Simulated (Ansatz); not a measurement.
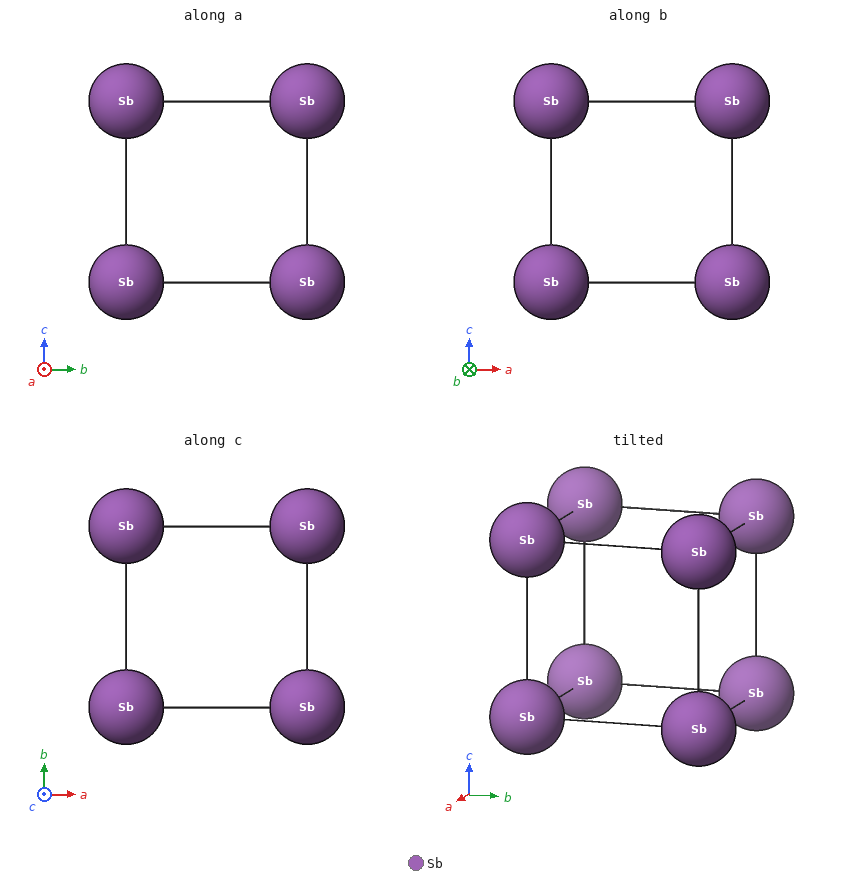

Spheres-only drawing of the structure, looking along the a axis, along the b axis, along the c axis and slightly off an axis. One conventional unit cell is framed, with atoms on its boundary repeated.

Lattice parameters: a = 3.1104 Å, b = 3.1104 Å, c = 3.1104 Å, α = 90.000°, β = 90.000°, γ = 90.000°.

Express the structure as a CIF in P1 with every atom of the cell.

```cif
data_structure
_symmetry_space_group_name_H-M 'P 1'
_symmetry_Int_Tables_number 1
_cell_length_a 3.1104
_cell_length_b 3.1104
_cell_length_c 3.1104
_cell_angle_alpha 90.000
_cell_angle_beta 90.000
_cell_angle_gamma 90.000
_cell_volume 30.09
loop_
_atom_site_label
_atom_site_type_symbol
_atom_site_fract_x
_atom_site_fract_y
_atom_site_fract_z
_atom_site_occupancy
Sb1 Sb 0.0000 0.0000 0.0000 1
```

The cell started as a random cell made by a generator, so it need not be a real form of the element. The structure drawn was relaxed with DFT PBE, scalar-relativistic, plane waves, PAW in Ansatz.
